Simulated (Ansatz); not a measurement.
**Sn17S16 (cell charge +3, with a compensating background) (cell with a defect): density, localisation and related maps**

Input

```
crystal:
  lattice:
    - [0.0, 0.0, 8.9131338925]
    - [0.0, -8.0445141015, -4.4565669463]
    - [11.4474430525, 0.0, 0.0]
  atoms:
    - { symbol: Sn, position: [0.3637115835, 0.3677657325, 0.6153596664] }
    - { symbol: Sn, position: [0.870945851, 0.3822342675, 0.6153596664] }
    - { symbol: Sn, position: [0.0892185291, 0.875, 0.5978772904] }
    - { symbol: Sn, position: [0.6214390353, 0.875, 0.6153177469] }
    - { symbol: Sn, position: [0.3754274414, 0.1222003884, 0.3835118481] }
    - { symbol: Sn, position: [0.882271431, 0.1400165174, 0.3925351641] }
    - { symbol: Sn, position: [0.128227053, 0.6277996116, 0.3835118481] }
    - { symbol: Sn, position: [0.6172549136, 0.6099834826, 0.3925351641] }
    - { symbol: Sn, position: [0.5976818952, 0.1415588803, 0.8628917858] }
    - { symbol: Sn, position: [1.0352696542, 0.1293570757, 0.8682264309] }
    - { symbol: Sn, position: [0.3311230148, 0.6084411197, 0.8628917858] }
    - { symbol: Sn, position: [0.7809125785, 0.6206429243, 0.8682264309] }
    - { symbol: Sn, position: [0.2382381885, 0.3747799711, 0.1301584414] }
    - { symbol: Sn, position: [0.7384582175, 0.3752200289, 0.1301584414] }
    - { symbol: Sn, position: [-0.0411770853, 0.875, 0.1448342923], spin: 0.167 }
    - { symbol: Sn, position: [0.5492791108, 0.875, 0.1562657565], spin: 0.167 }
    - { symbol: S, position: [0.2043632739, 0.3838802862, 0.3567822655] }
    - { symbol: S, position: [0.6954829878, 0.3661197138, 0.3567822655] }
    - { symbol: S, position: [0.936507857, 0.875, 0.3686946671] }
    - { symbol: S, position: [0.4524654044, 0.875, 0.3680796151] }
    - { symbol: S, position: [0.5486102659, 0.1267581951, 0.6430007911] }
    - { symbol: S, position: [0.0306210908, 0.1329645989, 0.6389328121] }
    - { symbol: S, position: [0.2968520708, 0.6232418049, 0.6430007911] }
    - { symbol: S, position: [0.7726564919, 0.6170354011, 0.6389328121] }
    - { symbol: S, position: [0.3047393063, 0.1203869507, 0.1565240742], spin: 0.167 }
    - { symbol: S, position: [0.8489523069, 0.1357688806, 0.1602550023] }
    - { symbol: S, position: [0.0593523556, 0.6296130493, 0.1565240742], spin: 0.167 }
    - { symbol: S, position: [0.5881834263, 0.6142311194, 0.1602550023] }
    - { symbol: S, position: [0.3979026922, 0.3634923654, 0.8457660204] }
    - { symbol: S, position: [0.9094103269, 0.3865076346, 0.8457660204] }
    - { symbol: S, position: [0.0960476157, 0.875, 0.8291592792], spin: 0.167 }
    - { symbol: S, position: [0.6602454293, 0.875, 0.8501189885] }
    - { symbol: Sn, position: [0.2818256862, 0.875, 0.0034304255], spin: 0.167 }
  host:
    lattice:
      - [11.4474430525, 0.0, 0.0]
      - [0.0, 4.0222570507, 0.0]
      - [0.0, 0.0, 4.4565669463]
    atoms:
      - { symbol: Sn, position: [0.6215252354, 0.25, 0.369495158] }
      - { symbol: Sn, position: [0.3784747646, 0.75, 0.630504842] }
      - { symbol: Sn, position: [0.8784747646, 0.75, 0.869495158] }
      - { symbol: Sn, position: [0.1215252354, 0.25, 0.130504842] }
      - { symbol: S, position: [0.3498526925, 0.25, 0.0226094816] }
      - { symbol: S, position: [0.6501473075, 0.75, 0.9773905184] }
      - { symbol: S, position: [0.1501473075, 0.75, 0.5226094816] }
      - { symbol: S, position: [0.8498526925, 0.25, 0.4773905184] }
total_charge: 3
basis:
  ecutwfc: 420
  xc_grid: 2
kpoints:
  mp_grid: { grid: [2, 2, 2], shift: [0.0, 0.0, 0.0] }
hamiltonian:
  xc: pbe
scf:
  occupations: { method: gaussian, width: 0.01 }
output:
  forces: true
  stress: false
  eigenvalues: true
  populations: true
  charged_corrections:
    defect_position: [0.2625, 0.875, 0.04166667]
    epsilon: [[25.5208, 0.0, 0.0], [0.0, 37.3678, 0.0], [0.0, 0.0, 26.6781]]
  write_density: true
  write_potential: true
  elf: true
  volumetric_format: npy
magnetization:
  spin_polarized: true
relax:
  adjacent_minimum: "off"
  f_tol: 0.025
  max_steps: 45
```

Command:

```sh
ansatz run input.yaml --threads 4 --pin off --max-ram 10240MiB --backend cpu --events-out ev --progress --plain --runs-dir out
```

The fields are those of the run's last geometry, not of the input's.

The program warned that a starting moment wasn't kept; spin-polarised, but the moments vanished.

These are results of DFT PBE, scalar-relativistic, plane waves, PAW in Ansatz 0.2.0, not measurements.

The density is the valence pseudo-density of a PAW calculation; it isn't the true density close to the nuclei.

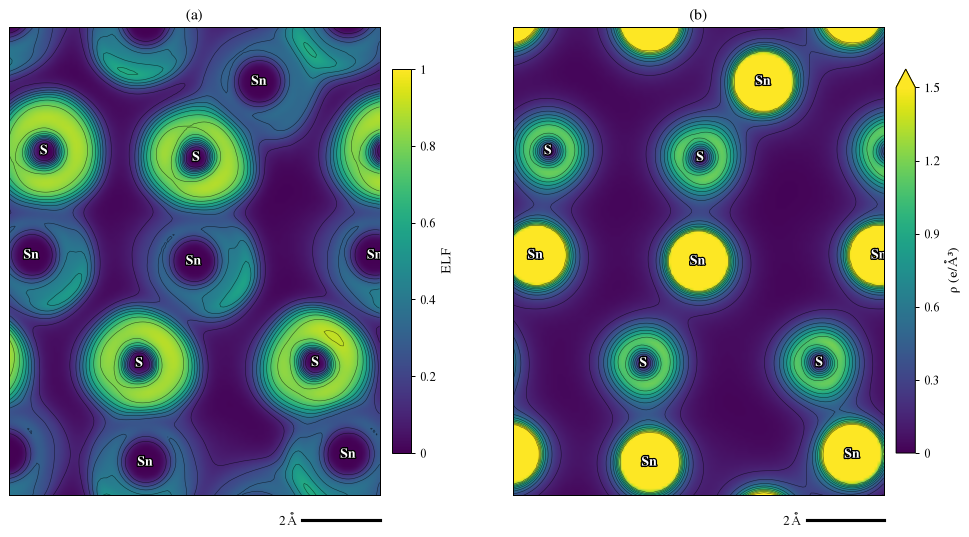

Figure 1. (a) electron localisation function; (b) valence charge density (pseudo) on the (010) plane of the calculation cell.

Read the bonding off the picture.

The section cuts through Sn and S sites.
Sn–S (2.53 Å): ρ at the midpoint is about 0.46 e/Å³; the ELF peaks at about 0.85 in the valence shell of S, 0.8 Å from its nucleus, and is about 0.50 at the midpoint.
Sn–S (2.58 Å): ρ at the midpoint is about 0.42 e/Å³; the ELF peaks at about 0.85 in the valence shell of S, 0.8 Å from its nucleus, and is about 0.50 at the midpoint.


Between the atoms the lowest density in this plane is 0.02 e/Å³.
The ELF also peaks beside S, away from the bonds: lone-pair regions.

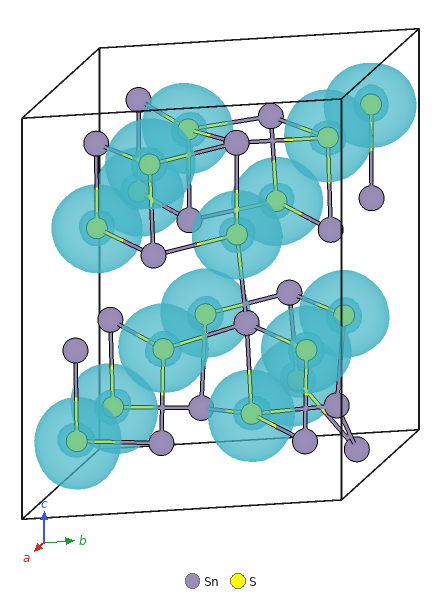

Figure 2. Isosurface of the electron localisation function at 0.65 (cyan), seen slightly off an axis. Core shells and regions of very low density are left out. Sticks mark near contacts.

Where are the electrons localised?

The surface consists of 16 regions wrapped around S (the valence shell of each), counted in one cell of 33 atoms. Regions shared between cells count once. Along the contacts the grid gives the following. Sn–Sn (2.91 Å): the ELF peaks at about 0.60 between the atoms.
